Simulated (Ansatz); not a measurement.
**Geometry relaxation of TiB (part 2 of 3)**

The same run, continued: TiB (F-43m, 2 atoms in the cell); DFT, PBEsol, PAW with Ansatz's default frozen-core files, scalar-relativistic, no spin polarisation (Ansatz 0.2.0); cutoff 420 eV, 17×17×17 k-mesh, Fermi–Dirac smearing of 0.05 eV. The structure derives from an entry of the Crystallography Open Database. It belongs to a series of runs on one base structure; here: cell and atoms relaxed, PAW files.

Geometry of the input (Å; fractional positions):
```
0.0000  2.1010  2.1010
2.1010  0.0000  2.1010
2.1010  2.1010  0.0000
Ti 0.2500  0.2500  0.2500
B  0.0000  0.0000  0.0000
```

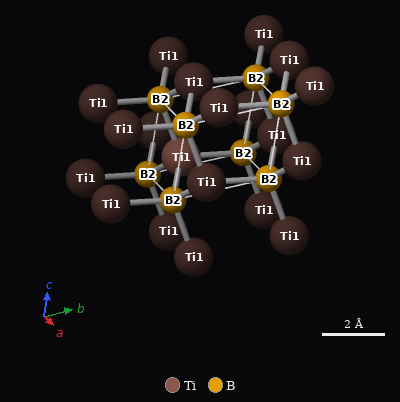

Figure 1. The geometry at step 4 of the log (ball-and-stick view of the cell of the calculation, seen slightly off an axis; neighbours outside the cell are drawn fainter; atoms are numbered from 1 in the order of the input).

Log, continued
```
SCF iter   1: F=—  HF=-2625.026922 eV  |F-HF|=—  |Δ(HF+E_count)|=         —  Δρ=4.12e-3  dr2=7.45e-3  ethr=4.59e-5  ⟨swp⟩=1.0  Hψ=13546  notcnv=0
preconditioner: auto → none  [metal: Δε(μ)=0.008 eV  Ē_g=5.611 eV  σ=0.050 eV  W_gap=0.04  n_scr=8 (ndim 8)  ℏωp=18.2 eV  f_vac=0.000  D(μ)=1.48/eV (n_scr^D=14)]
SCF iter   2: F=—  HF=-2625.025317 eV  |F-HF|=—  |Δ(HF+E_count)|=   1.60e-3  Δρ=1.30e-3  dr2=6.77e-4  ethr=4.59e-5  ⟨swp⟩=2.2  Hψ=2344  notcnv=0
SCF iter   3: F=—  HF=-2625.025187 eV  |F-HF|=—  |Δ(HF+E_count)|=   1.30e-4  Δρ=1.68e-4  dr2=4.14e-6  ethr=4.51e-6  ⟨swp⟩=2.0  Hψ=2494  notcnv=0
SCF iter   4: F=—  HF=-2625.025187 eV  |F-HF|=—  |Δ(HF+E_count)|=   1.73e-7  Δρ=1.60e-5  dr2=4.24e-8  ethr=2.76e-8  ⟨swp⟩=2.1  Hψ=2537  notcnv=0
iter 5 did not close the SCF: its close was put off for the readings that it lacked (scf_convergence_deferred on its scf_iter line)
SCF iter   5: F=-2625.025187 eV  HF=-2625.025187 eV  |F-HF|=3.48e-10  |Δ(HF+E_count)|=   8.83e-9  Δρ=2.67e-6  dr2=1.31e-9  ethr=2.83e-10  ⟨swp⟩=2.2  Hψ=3054  notcnv=0
SCF iter   6: F=-2625.025187 eV  HF=-2625.025187 eV  |F-HF|=4.55e-12  |Δ(HF+E_count)|=  9.64e-11  Δρ=2.47e-7  dr2=7.65e-12  ethr=8.71e-12  ⟨swp⟩=4.6  Hψ=8751  notcnv=0
SCF 8 converged in 6 iterations: F = -2625.025187 eV  dr2 = 7.65e-12
relax step   8: F+E_penalty+E_count = -2625.02518706 eV  Δ(F+E_penalty+E_count) = -1.531e-2 eV  max|allowed force component| = 3.909e-16 eV/Å  Δτ_max = 0.0000 Å  P = +1.127 GPa  Ω = 29.242 Å³  energy of the carried Pulay correction = -4.532e-4 eV  (6 SCF iters, dr2 threshold 2.00e-7 eV, accepted)
Crystal: 2 atoms, lattice volume = 29.535 Å³
Basis set: ecut = 420 eV, 561 PW (Γ), exchange–correlation on 48×48×48 points (8 copies of the dense FFT grid, shifted against one another)
iter 1 solved again at ethr=5.36e-6 eV; its pass at ethr=3.10e-3 eV (dr2=8.04e-4 eV) is discarded
SCF iter   1: F=—  HF=-2625.026241 eV  |F-HF|=—  |Δ(HF+E_count)|=         —  Δρ=1.33e-3  dr2=7.92e-4  ethr=5.36e-6  ⟨swp⟩=1.0  Hψ=12337  notcnv=0
preconditioner: auto → none  [metal: Δε(μ)=0.004 eV  Ē_g=5.580 eV  σ=0.050 eV  W_gap=0.02  n_scr=8 (ndim 8)  ℏωp=18.1 eV  f_vac=0.000  D(μ)=1.52/eV (n_scr^D=14)]
SCF iter   2: F=—  HF=-2625.026071 eV  |F-HF|=—  |Δ(HF+E_count)|=   1.70e-4  Δρ=4.29e-4  dr2=7.46e-5  ethr=5.28e-6  ⟨swp⟩=2.1  Hψ=2279  notcnv=0
SCF iter   3: F=—  HF=-2625.026056 eV  |F-HF|=—  |Δ(HF+E_count)|=   1.55e-5  Δρ=5.37e-5  dr2=4.12e-7  ethr=4.97e-7  ⟨swp⟩=2.0  Hψ=2473  notcnv=0
iter 4 did not close the SCF: its close was put off for the readings that it lacked (scf_convergence_deferred on its scf_iter line)
SCF iter   4: F=-2625.026056 eV  HF=-2625.026056 eV  |F-HF|=6.89e-9  |Δ(HF+E_count)|=   2.12e-7  Δρ=8.53e-6  dr2=1.39e-8  ethr=2.75e-9  ⟨swp⟩=2.2  Hψ=2582  notcnv=0
iter 5 did not close the SCF: its close was put off for the readings that it lacked (scf_convergence_deferred on its scf_iter line)
SCF iter   5: F=-2625.026056 eV  HF=-2625.026056 eV  |F-HF|=1.14e-11  |Δ(HF+E_count)|=   2.27e-9  Δρ=9.10e-7  dr2=1.05e-10  ethr=9.24e-11  ⟨swp⟩=3.0  Hψ=3260  notcnv=0
SCF iter   6: F=-2625.026056 eV  HF=-2625.026056 eV  |F-HF|=4.55e-13  |Δ(HF+E_count)|=  2.73e-11  Δρ=6.84e-8  dr2=7.88e-13  ethr=1.00e-12  ⟨swp⟩=3.5  Hψ=7859  notcnv=0
SCF 9 converged in 6 iterations: F = -2625.026056 eV  dr2 = 7.88e-13
relax step   9: F+E_penalty+E_count = -2625.02605610 eV  Δ(F+E_penalty+E_count) = -8.690e-4 eV  max|allowed force component| = 3.608e-16 eV/Å  Δτ_max = 0.0000 Å  P = +0.033 GPa  Ω = 29.535 Å³  energy of the carried Pulay correction = -6.404e-4 eV  (6 SCF iters, dr2 threshold 2.00e-7 eV, accepted)
iter 1 solved again at ethr=2.25e-8 eV; its pass at ethr=3.10e-3 eV (dr2=3.37e-6 eV) is discarded
SCF iter   1: F=—  HF=-2625.026642 eV  |F-HF|=—  |Δ(HF+E_count)|=         —  Δρ=2.02e-4  dr2=3.43e-7  ethr=2.25e-8  ⟨swp⟩=3.0  Hψ=15348  notcnv=0
preconditioner: auto → none  [metal: Δε(μ)=0.002 eV  Ē_g=5.588 eV  σ=0.050 eV  W_gap=0.01  n_scr=8 (ndim 8)  ℏωp=18.1 eV  f_vac=0.000  D(μ)=1.52/eV (n_scr^D=14)]
SCF iter   2: F=—  HF=-2625.026648 eV  |F-HF|=—  |Δ(HF+E_count)|=   6.37e-6  Δρ=1.01e-4  dr2=7.95e-8  ethr=2.28e-9  ⟨swp⟩=1.0  Hψ=1980  notcnv=0
SCF iter   3: F=—  HF=-2625.026650 eV  |F-HF|=—  |Δ(HF+E_count)|=   2.41e-6  Δρ=3.80e-6  dr2=3.99e-10  ethr=5.30e-10  ⟨swp⟩=1.0  Hψ=1980  notcnv=0
iter 4 did not close the SCF: its close was put off for the readings that it lacked (scf_convergence_deferred on its scf_iter line)
SCF iter   4: F=-2625.026650 eV  HF=-2625.026650 eV  |F-HF|=1.36e-12  |Δ(HF+E_count)|=   3.12e-9  Δρ=1.63e-7  dr2=2.36e-12  ethr=2.66e-12  ⟨swp⟩=2.0  Hψ=2564  notcnv=0
iter 5 did not close the SCF: its close was put off for the readings that it lacked (scf_convergence_deferred on its scf_iter line)
SCF iter   5: F=-2625.026650 eV  HF=-2625.026650 eV  |F-HF|=0.00e0  |Δ(HF+E_count)|=  2.27e-12  Δρ=4.28e-8  dr2=1.81e-13  ethr=1.00e-12  ⟨swp⟩=1.0  Hψ=1980  notcnv=0
iter 6 did not close the SCF: its close was put off for the readings that it lacked (scf_convergence_deferred on its scf_iter line)
SCF iter   6: F=-2625.026650 eV  HF=-2625.026650 eV  |F-HF|=0.00e0  |Δ(HF+E_count)|=    0.00e0  Δρ=2.41e-9  dr2=1.63e-15  ethr=1.00e-12  ⟨swp⟩=1.0  Hψ=1980  notcnv=0
iter 7 did not close the SCF: its close was put off for the readings that it lacked (scf_convergence_deferred on its scf_iter line)
SCF iter   7: F=-2625.026650 eV  HF=-2625.026650 eV  |F-HF|=0.00e0  |Δ(HF+E_count)|=  9.09e-13  Δρ=7.30e-10  dr2=1.59e-16  ethr=1.00e-12  ⟨swp⟩=1.0  Hψ=1980  notcnv=0
SCF iter   8: F=-2625.026650 eV  HF=-2625.026650 eV  |F-HF|=4.55e-13  |Δ(HF+E_count)|=  4.55e-13  Δρ=1.13e-10  dr2=2.56e-18  ethr=1.00e-12  ⟨swp⟩=1.8  Hψ=4911  notcnv=0
SCF 10 converged in 8 iterations: F = -2625.026650 eV  dr2 = 2.56e-18
relax step  10: F+E_penalty+E_count = -2625.02665033 eV  Δ(F+E_penalty+E_count) = -5.942e-4 eV  max|allowed force component| = 3.331e-16 eV/Å  Δτ_max = 0.0000 Å  P = +0.020 GPa  Ω = 29.535 Å³  stress off target by 1.99e-2 GPa  SCF on the basis re-selected at this cell (its energy is not comparable with the rows above)  (8 SCF iters)
```

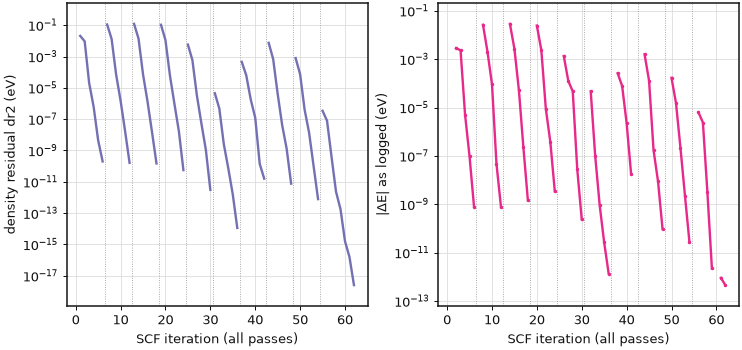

Figure 2. Convergence of the self-consistent field: density residual dr2 and size of the energy change against the SCF iteration. The dotted lines part the SCF passes of the relaxation: geometry steps, rejected trials and re-solves on a re-selected basis. The 10 passes take 6 to 8 iterations each, 62 in all.

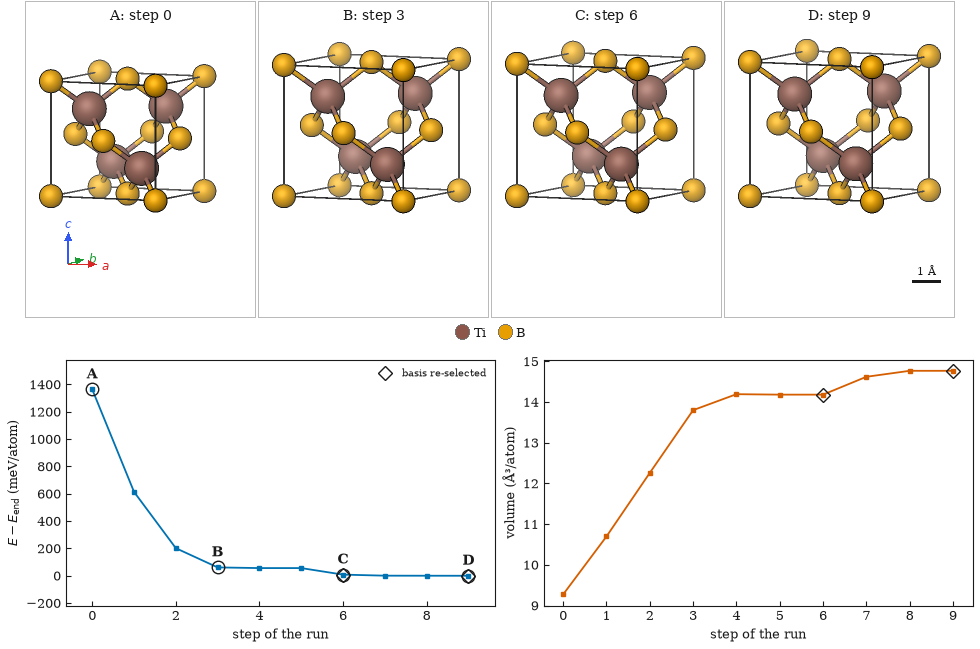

Figure 3. Frames of the relaxation (ball-and-stick view of the cell 4 times as large as that of the calculation, set on its symmetry axes, seen at an oblique angle) above the curves, on which the letters mark them (the first geometry is step 0 here and step 1 in the log).

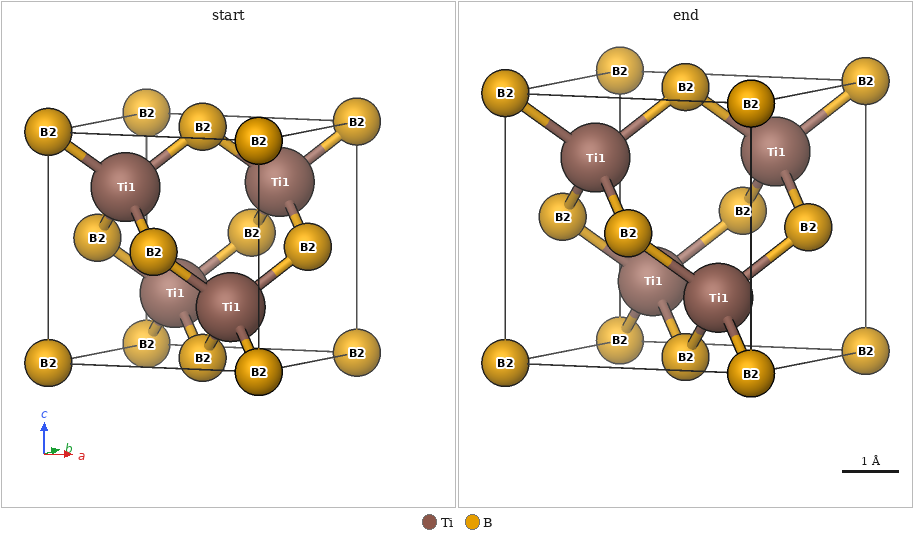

Figure 4. Before (left) and after (right) the relaxation, at one scale (ball-and-stick view of the cell 4 times as large as that of the calculation, set on its symmetry axes, seen at an oblique angle). The atoms keep their places relative to the cell (all moves are under 0.005 Å). The volume changes by +59.2 %, with a = b = c 4.202 → 4.907 Å (+16.8 %). Among the contacts that change: Ti1–B2 1.820 → 2.125 Å. The space group stays F-43m (No. 216). After 7 geometry steps the energy has fallen by 1363 meV per atom. All forces vanish by symmetry, so only the cell relaxes. The pressure goes from 112.34 to 0.02 GPa. The basis was re-selected once at an unchanged geometry, which shifts the energy a little without any move. The energy change given includes the shifts at the re-selections in mid-walk, which come without any move. A last SCF at the same geometry on a re-selected plane-wave basis shifts the energy by −0.3 meV per atom. (Atoms are counted from 1 in the order of the input.)

```
basis re-selected at this cell: Δ(F+E_penalty+E_count) = -5.942e-4 eV, ΔP = -0.013 GPa vs the last step (what re-selecting the basis moved, of the pressure what is left beyond the Pulay correction that the steps carried, after the strain that the cell walked since its last selection, with what the two solves' SCF thresholds leave and, on support functions, any second-order correction that the steps lacked; it is no measure of the basis error at this ecutwfc). This SCF's stress stands 1.99e-2 GPa from its target on what of the cell is left free (relax.cell.stress_tol is 5.00e-2 GPa) and its largest allowed force component is 3.33e-16 eV/Å (relax.f_tol is 5.00e-3 eV/Å): within both
SCF converged after 8 iterations
Free energy (F): -2625.026650 eV
Harris-Foulkes:  -2625.026650 eV  (|F-HF|=4.55e-13)
Internal energy: -2625.013604 eV  (E = F + TS)
E sigma→0 (E₀):  -2625.020127 eV
Entropy (-TS):   -0.013047 eV (-6.523 meV/atom)
Fermi energy:    8.494729 eV
--- Per-component energies (eV) ---
  E_band       = -194.273982
  E_kinetic    = 317.836735
  E_local      = -1049.572994  (includes V_loc(G=0)·N_el)
  E_nonlocal   = 23.185257
  E_hartree    = 422.664697
  E_xc         = -127.098529
  E_vxc        = -157.510785  (∫ρ·V_xc dr)
  E_paw        = -1098.170426  (= ΣΔE_a)
  E_vpaw       = -173.541692  (= ΣTr[D̂ρ^β])
  E_aug_tail   = 0.000103  (compensation charges beyond the density's cutoff)
  E_ewald      = -1114.012542
  E_core_change = 0.154095  (= ΣΔE_core)
  E_smearing   = -0.013047  (= −TS)
  E_closure    = 0.000000  (closes the sum)
  Σ components = -2625.026650   (vs F -2625.026650, Δ=0.00e0)
--- Forces (eV/Å), atoms counted from 1 ---
  atom   1  Ti    -0.00000000     0.00000000     0.00000000
  atom   2  B      0.00000000    -0.00000000    -0.00000000
  max |Σ_I F_I| component: 5.55e-16 eV/Å
--- Stress (GPa, compression-positive) ---
        0.019923      -0.000000      -0.000000
       -0.000000       0.019923      -0.000000
       -0.000000      -0.000000       0.019923
  P = ⅓ Tr σ = 0.0199 GPa (0.199 kbar)
--- Band table (eV; the first three rows and the last of 165) ---
  k-point 0: bands = ["-47.3138", "-23.6450", "-23.6450", "-23.6450", "0.6884", "7.4811", "7.4811", "7.4811", "10.6942", "10.6942", "16.8183", "17.1883"]
  k-point 1: bands = ["-47.3133", "-23.6499", "-23.6457", "-23.6457", "0.7479", "7.4329", "7.5054", "7.5054", "10.6762", "10.6762", "16.8066", "17.1207"]
  k-point 2: bands = ["-47.3119", "-23.6641", "-23.6479", "-23.6479", "0.9232", "7.2983", "7.5729", "7.5729", "10.6337", "10.6337", "16.3508", "17.0156"]
  k-point 164: bands = ["-47.2944", "-23.7499", "-23.7341", "-23.7015", "3.8623", "6.4401", "8.0304", "9.0035", "9.4527", "10.8925", "11.8780", "12.8218"]
--- Relaxed structure (8 steps of the walk, 8 accepted, 2 SCFs on fresh bases) ---
  F+E_penalty+E_count = -2625.02665033 eV   max|allowed force component| = 3.331e-16 eV/Å   (the final SCF, on the basis selected at the relaxed cell)
  cell:  # Å, volume = 29.5355 Å³
    - [1.6599925628778014e-33, 2.4534163123040575, 2.4534163123040575]
    - [2.4534163123040575, -2.6639124396264112e-33, 2.4534163123040575]
    - [2.4534163123040575, 2.4534163123040575, 3.446552822763269e-33]
  atoms:
    - { symbol: Ti, position: [0.24999999999999997, 0.24999999999999997, 0.24999999999999997] }
    - { symbol: B, position: [-5.423648502756375e-34, -2.4826560047828474e-34, 1.02743763890244e-33] }
```

File rho_z.tsv
```
# z_ang	rho[e/angstrom^3]
# format = ansatz-planar-average/11
# lattice	0.000000000	2.453416312	2.453416312
# lattice	2.453416312	-0.000000000	2.453416312
# lattice	2.453416312	2.453416312	0.000000000
# sites	2
# site	22	1.226708156	1.226708156	1.226708156
# site	5	0.000000000	0.000000000	-0.000000000
0.000000	4.059411e-1
0.144569	5.305157e-1
0.289138	7.032544e-1
0.433707	8.941888e-1
0.578276	1.059230e0
0.722845	1.161461e0
0.867414	1.181181e0
1.011983	1.112169e0
1.156552	9.606608e-1
1.301120	7.523958e-1
1.445689	5.332504e-1
1.590258	3.509689e-1
1.734827	2.313710e-1
1.879396	1.709337e-1
2.023965	1.487456e-1
2.168534	1.457819e-1
2.313103	1.533902e-1
2.457672	1.681921e-1
2.602241	1.882124e-1
2.746810	2.119506e-1
2.891379	2.373537e-1
3.035948	2.633390e-1
3.180517	2.917785e-1
3.325086	3.324723e-1
```

Trajectory as extended XYZ (Å, eV, eV/Å), 10 frames, from step=1 to step=10
```
2
Lattice="0.0000 2.1010 2.1010 2.1010 0.0000 2.1010 2.1010 2.1010 0.0000" Properties=species:S:1:pos:R:3:forces:R:3 step=1 energy=-2622.29942 pressure_GPa=112.34
Ti    1.0505    1.0505    1.0505    0.0000   0.0000   0.0000
B     0.0000    0.0000    0.0000    0.0000   0.0000   0.0000
2
Lattice="0.0000 2.2034 2.2034 2.2034 0.0000 2.2034 2.2034 2.2034 0.0000" Properties=species:S:1:pos:R:3:forces:R:3 step=2 energy=-2623.79914 pressure_GPa=60.97
Ti    1.1017    1.1017    1.1017    0.0000   0.0000   0.0000
B     0.0000    0.0000    0.0000    0.0000   0.0000   0.0000
2
Lattice="0.0000 2.3058 2.3058 2.3058 0.0000 2.3058 2.3058 2.3058 0.0000" Properties=species:S:1:pos:R:3:forces:R:3 step=3 energy=-2624.62295 pressure_GPa=26.46
Ti    1.1529    1.1529    1.1529    0.0000   0.0000   0.0000
B     0.0000    0.0000    0.0000    0.0000   0.0000   0.0000
2
Lattice="0.0000 2.3987 2.3987 2.3987 0.0000 2.3987 2.3987 2.3987 0.0000" Properties=species:S:1:pos:R:3:forces:R:3 step=4 energy=-2624.90427 pressure_GPa=4.36
Ti    1.1993    1.1993    1.1993    0.0000   0.0000   0.0000
B     0.0000    0.0000    0.0000    0.0000   0.0000   0.0000
2
Lattice="0.0000 2.4212 2.4212 2.4212 0.0000 2.4212 2.4212 2.4212 0.0000" Properties=species:S:1:pos:R:3:forces:R:3 step=5 energy=-2624.91410 pressure_GPa=-0.13
Ti    1.2106    1.2106    1.2106    0.0000   0.0000   0.0000
B     0.0000    0.0000    0.0000    0.0000   0.0000   0.0000
2
Lattice="0.0000 2.4205 2.4205 2.4205 0.0000 2.4205 2.4205 2.4205 0.0000" Properties=species:S:1:pos:R:3:forces:R:3 step=6 energy=-2624.91412 pressure_GPa=-0.00
Ti    1.2103    1.2103    1.2103    0.0000   0.0000   0.0000
B     0.0000    0.0000    0.0000    0.0000   0.0000   0.0000
2
Lattice="0.0000 2.4205 2.4205 2.4205 0.0000 2.4205 2.4205 2.4205 0.0000" Properties=species:S:1:pos:R:3:forces:R:3 step=7 energy=-2625.00988 pressure_GPa=4.71
Ti    1.2103    1.2103    1.2103    0.0000   0.0000   0.0000
B     0.0000    0.0000    0.0000    0.0000   0.0000   0.0000
2
Lattice="0.0000 2.4453 2.4453 2.4453 0.0000 2.4453 2.4453 2.4453 0.0000" Properties=species:S:1:pos:R:3:forces:R:3 step=8 energy=-2625.02519 pressure_GPa=1.13
Ti    1.2226    1.2226    1.2226    0.0000   0.0000   0.0000
B     0.0000    0.0000    0.0000    0.0000   0.0000   0.0000
2
Lattice="0.0000 2.4534 2.4534 2.4534 0.0000 2.4534 2.4534 2.4534 0.0000" Properties=species:S:1:pos:R:3:forces:R:3 step=9 energy=-2625.02606 pressure_GPa=0.03
Ti    1.2267    1.2267    1.2267    0.0000   0.0000   0.0000
B     0.0000    0.0000    0.0000    0.0000   0.0000   0.0000
2
Lattice="0.0000 2.4534 2.4534 2.4534 0.0000 2.4534 2.4534 2.4534 0.0000" Properties=species:S:1:pos:R:3:forces:R:3 step=10 energy=-2625.02665 pressure_GPa=0.02
Ti    1.2267    1.2267    1.2267    0.0000   0.0000   0.0000
B     0.0000    0.0000    0.0000    0.0000   0.0000   0.0000
```

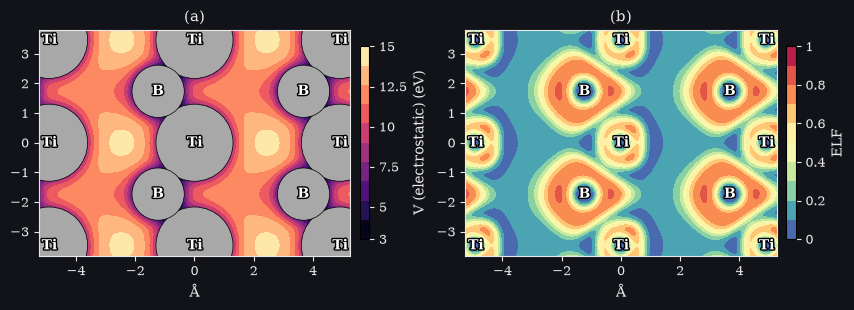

Figure 5. (a) electrostatic potential energy of an electron; (b) ELF on the (110) plane of the conventional cell. Grey discs, where drawn, cover atomic cores. The section cuts through Ti and B sites. Ti–B (2.12 Å): the ELF is about 0.35 at the midpoint. The strong features right at Ti lie inside the PAW spheres (semicore, d or f shells) and say nothing about bonding. Outside the cores the potential energy rises away from the atoms and is highest about 2.1 Å from the nearest atoms; outside the discs it spans about 11 eV, and its zero is arbitrary. In a PAW calculation such maps are meaningful between the atoms, not at the nuclei.
